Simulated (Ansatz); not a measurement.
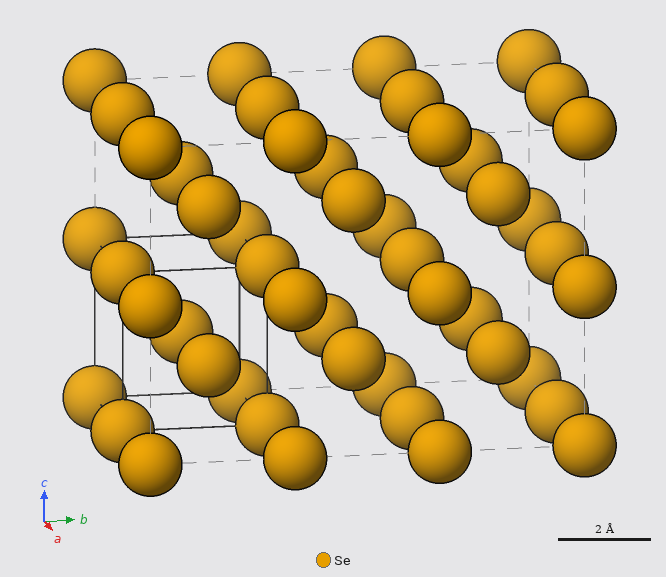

A spheres-only rendering, viewed slightly off an axis. The solid box is one conventional unit cell, and 2×3×2 cells are shown.

The element is selenium. Space group I4/mmm (No. 139), lattice body-centred tetragonal. The cell holds two atoms. About every Se there are twelve Se at about 2.9 to 3.2 Å.

It goes back to a structure listed in the Materials Project. The cell was then strained or its atoms displaced on purpose. Ansatz was used for an electronic-structure calculation on it.
